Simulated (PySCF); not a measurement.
## GW calculation of C4H6

C4H6, SMILES C=C1CC1, computed with G0W0 (SVWN5)/6-31G, RKS (PySCF 2.14.0).

The geometry comes from this level: PBE0-D4/def2-TZVP.

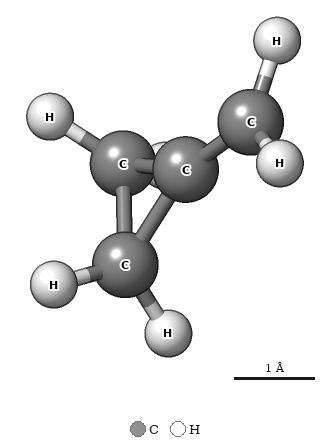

Figure 1. The input geometry (ball-and-stick view, seen at a tilt).

**Summary**

| quantity | value |
| --- | --- |
| outcome | converged |
| total energy | −154.445507 hartree |
| basis functions | 48 |
| HOMO | −6.08 eV |
| LUMO | −0.43 eV |
| dipole moment | 0.45 D |
| hardware | 1 thread of Arm Neoverse V2, 24 GiB of memory available, shared host |
| wall time | 6.9 s |
| peak memory | 0.19 GiB |

**The input (calc.py)**
```python
from pyscf import gto, dft, gw

mol = gto.M(
    atom='''
C     -2.355638     1.415991    -1.563352
C     -0.504935     0.304057    -0.335086
C      1.057736    -1.936081     0.027363
C      1.428727     0.441629     1.622765
H     -3.372254     0.448130    -3.057350
H     -2.923387     3.335367    -1.120702
H      0.230811    -3.576836     0.938476
H      2.487862    -2.376765    -1.375003
H      3.104045     1.572214     1.274677
H      0.847051     0.372276     3.588193
''',
    spin=0,
    verbose=4,
    unit='bohr',
    basis='6-31g',
    max_memory=1860,
)

calc0 = dft.RKS(mol, xc='svwn')
calc0.conv_tol = 1e-10
calc0.grids.level = 4
calc0.kernel()
if not calc0.converged:
    calc0 = calc0.newton().run(calc0.mo_coeff, calc0.mo_occ)

e_final = calc0.e_tot
print('E(%s) = %.9f' % ('SVWN5', e_final))

nocc = mol.nelec[0]
orbs = list(range(max(0, nocc - 2), min(mol.nao, nocc + 2)))
mygw = gw.GW(calc0, freq_int='ac')
mygw.orbs = orbs
mygw.kernel()
print('orbital   mean field (eV)   quasiparticle (eV)')
for p in orbs:
    print('%4d %12.4f %12.4f' % (p + 1, calc0.mo_energy[p] * 27.211386, mygw.mo_energy[p] * 27.211386))
```

Command:
```bash
OMP_NUM_THREADS=1 python calc.py
```

**The program's output**
```
PySCF version 2.14.0

[INPUT] num. atoms = 10
[INPUT] num. electrons = 30
[INPUT] charge = 0
[INPUT] spin (= nelec alpha-beta = 2S) = 0
[INPUT] symmetry False subgroup None
[INPUT] Mole.unit = bohr
[INPUT] Symbol           X                Y                Z      unit          X                Y                Z       unit  Magmom
[INPUT]  1 C     -1.246549946777   0.749310168068  -0.827290251046 AA   -2.355638000000   1.415991000000  -1.563352000000 Bohr   0.0
[INPUT]  2 C     -0.267200094996   0.160900035221  -0.177319874898 AA   -0.504935000000   0.304057000000  -0.335086000000 Bohr   0.0
[INPUT]  3 C      0.559729786370  -1.024529943695   0.014479876022 AA    1.057736000000  -1.936081000000   0.027363000000 Bohr   0.0
[INPUT]  4 C      0.756049769026   0.233700002481   0.858730256679 AA    1.428727000000   0.441629000000   1.622765000000 Bohr   0.0
[INPUT]  5 H     -1.784519966234   0.237140183530  -1.617879945806 AA   -3.372254000000   0.448130000000  -3.057350000000 Bohr   0.0
[INPUT]  6 H     -1.546989779100   1.765000206455  -0.593049958632 AA   -2.923387000000   3.335367000000  -1.120702000000 Bohr   0.0
[INPUT]  7 H      0.122139921230  -1.892780098398   0.496620112195 AA    0.230811000000  -3.576836000000   0.938476000000 Bohr   0.0
[INPUT]  8 H      1.316519874314  -1.257729873712  -0.727620252547 AA    2.487862000000  -2.376765000000  -1.375003000000 Bohr   0.0
[INPUT]  9 H      1.642589875670   0.831979819489   0.674530019684 AA    3.104045000000   1.572214000000   1.274677000000 Bohr   0.0
[INPUT] 10 H      0.448240085687   0.196999975372   1.898789963983 AA    0.847051000000   0.372276000000   3.588193000000 Bohr   0.0

nuclear repulsion = 109.841326698274
number of shells = 32
number of NR pGTOs = 112
number of NR cGTOs = 48
basis = 6-31g
ecp = {}

******** <class 'pyscf.dft.rks.RKS'> ********
method = RKS
initial guess = minao
damping factor = 0
level_shift factor = 0
DIIS = <class 'pyscf.scf.diis.CDIIS'>
diis_start_cycle = 1
diis_space = 8
diis_damp = 0
SCF conv_tol = 1e-10
SCF conv_tol_grad = None
SCF max_cycles = 50
direct_scf = True
direct_scf_tol = 1e-13
XC library pyscf.dft.libxc version 7.0.0
    S. Lehtola, C. Steigemann, M. J.T. Oliveira, and M. A.L. Marques.,  SoftwareX 7, 1–5 (2018)
XC functionals = svwn
    P. A. M. Dirac.,  Math. Proc. Cambridge Philos. Soc. 26, 376 (1930)
    F. Bloch.,  Z. Phys. 57, 545 (1929)
    S. H. Vosko, L. Wilk, and M. Nusair.,  Can. J. Phys. 58, 1200 (1980)
radial grids:
    Treutler-Ahlrichs [JCP 102, 346 (1995); DOI:10.1063/1.469408] (M4) radial grids

becke partition: Becke, JCP 88, 2547 (1988); DOI:10.1063/1.454033
pruning grids: <function nwchem_prune>
grids dens level: 4
symmetrized grids: False
atomic radii adjust function: <function treutler_atomic_radii_adjust>
small_rho_cutoff = 0
Set gradient conv threshold to 1e-05
Initial guess from minao.
tot grids = 208680
init E= -154.813621914603
  HOMO = -0.313617095390635  LUMO = -0.0925516816505458  gap/eV = 6.01550
cycle= 1 E= -154.382228364989  delta_E= 0.431  |g|= 0.462  |ddm|= 2.94
  HOMO = -0.141912659095835  LUMO = 0.0534261000682454  gap/eV = 5.31544
cycle= 2 E= -154.334827985774  delta_E= 0.0474  |g|= 0.615  |ddm|= 1.33
  HOMO = -0.224072963932176  LUMO = -0.015784286094112  gap/eV = 5.66782
cycle= 3 E= -154.44506834125  delta_E= -0.11  |g|= 0.0377  |ddm|= 0.808
  HOMO = -0.223628800693052  LUMO = -0.0160715301832259  gap/eV = 5.64792
cycle= 4 E= -154.444995520639  delta_E= 7.28e-05  |g|= 0.0421  |ddm|= 0.0766
  HOMO = -0.22350723813719  LUMO = -0.0155669531600275  gap/eV = 5.65834
cycle= 5 E= -154.445505890307  delta_E= -0.00051  |g|= 0.00172  |ddm|= 0.0465
  HOMO = -0.223532657830446  LUMO = -0.0156298550521046  gap/eV = 5.65732
cycle= 6 E= -154.445506666758  delta_E= -7.76e-07  |g|= 0.00072  |ddm|= 0.00383
  HOMO = -0.223624246906149  LUMO = -0.015708800042759  gap/eV = 5.65767
cycle= 7 E= -154.44550679701  delta_E= -1.3e-07  |g|= 0.000202  |ddm|= 0.000967
  HOMO = -0.223613616816869  LUMO = -0.0157033982775781  gap/eV = 5.65753
cycle= 8 E= -154.445506810225  delta_E= -1.32e-08  |g|= 3.31e-05  |ddm|= 0.000408
  HOMO = -0.223619401662796  LUMO = -0.0157081479981078  gap/eV = 5.65755
cycle= 9 E= -154.445506810661  delta_E= -4.36e-10  |g|= 1.35e-06  |ddm|= 6.53e-05
  HOMO = -0.223619427418283  LUMO = -0.0157081962422212  gap/eV = 5.65755
cycle= 10 E= -154.445506810662  delta_E= -1.36e-12  |g|= 6.05e-07  |ddm|= 4.95e-06
  HOMO = -0.223619407857498  LUMO = -0.015708175363905  gap/eV = 5.65755
```

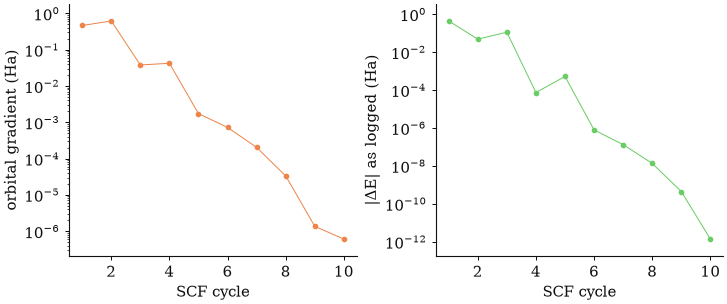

Figure 2. Convergence of the self-consistent field: orbital gradient and size of the energy change against the SCF cycle. The residual falls almost steadily, with no more than small rises.

```
Extra cycle  E= -154.445506810662  delta_E= 5.68e-13  |g|= 1.05e-06  |ddm|= 2e-06
converged SCF energy = -154.445506810662
E(SVWN5) = -154.445506811

******** <class 'pyscf.gw.gw_ac.GWAC'> ********
method = GWAC
GW nocc = 15, nvir = 33
frozen orbitals = None
off-diagonal self-energy = False
GW density matrix = False
density-fitting for exchange = False
outcore for self-energy= False
broadening parameter = 5.000e-03
number of grids = 100
analytic continuation method = pade
imaginary frequency cutoff = 5.0
Pade points = 18
Pade step ratio = 0.667
use perturbative linearized QP eqn = False
QPE max iter = 100
QPE tolerance = 1.0e-06

Starting get_sigma_diag main loop with 100 frequency points.
   0    1    2    3    4    5    6    7    8    9   10   11
  12   13   14   15   16   17   18   19   20   21   22   23
  24   25   26   27   28   29   30   31   32   33   34   35
  36   37   38   39   40   41   42   43   44   45   46   47
  48   49   50   51   52   53   54   55   56   57   58   59
  60   61   62   63   64   65   66   67   68   69   70   71
  72   73   74   75   76   77   78   79   80   81   82   83
  84   85   86   87   88   89   90   91   92   93   94   95
  96   97   98   99
Finished get_sigma_diag main loop.

WARN: GW QP energies may not be sorted from min to max

orbital   mean field (eV)   quasiparticle (eV)
  14      -6.8299      -9.4749
  15      -6.0850      -8.6094
  16      -0.4274       3.7499
  17       2.4012       5.8791
```

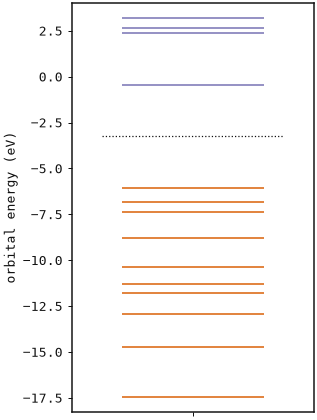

Figure 3. Orbital energies near the frontier; the dotted line parts filled from empty levels, and levels within 0.02 eV of each other stand side by side. Highest filled −6.08 eV, lowest empty −0.43 eV, 5.65 eV apart.
